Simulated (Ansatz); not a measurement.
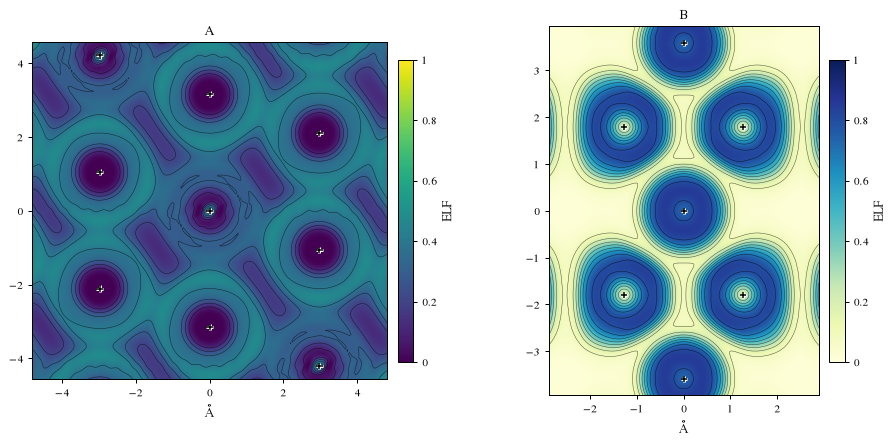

The ELF of 2 systems, each on a plane through atoms (crosses mark nuclei in the plane).

Theory: Ansatz 0.2.0, DFT PBE+D3(BJ), scalar-relativistic, plane waves, PAW.

System 1: GaSb3, the (11̄0) plane of the calculation cell. Space group Fm-3m; a structure from a database of computed crystals, not necessarily the ambient phase.

```
Ga Sb
1.0
     0.00000   -3.64789   -3.64789
    -3.64789    0.00000   -3.64789
     3.64789    3.64789   -7.29578
Ga Sb
2 6
Direct
  0.00000 0.00000 0.00000
  0.50000 0.50000 0.50000
  0.12500 0.12500 0.62500
  0.62500 0.62500 0.12500
  0.37500 0.37500 0.87500
  0.87500 0.87500 0.37500
  0.75000 0.75000 0.75000
  0.25000 0.25000 0.25000
```

System 2: HfO2, the (011) plane of the conventional cell. Space group Fm-3m.

### Match each panel to its system.

Panel A is system 1, GaSb3: the plane holds Ga and Sb. Sb–Sb (3.16 Å): the ELF is about 0.45 at the midpoint. Panel B is system 2, HfO2: the plane holds Hf and O. Hf–O (2.20 Å): the ELF peaks at about 0.85 in the valence shell of O, 0.6 Å from its nucleus, and drops to about 0.15 between the two atoms (no shared electron pair shows on this line).
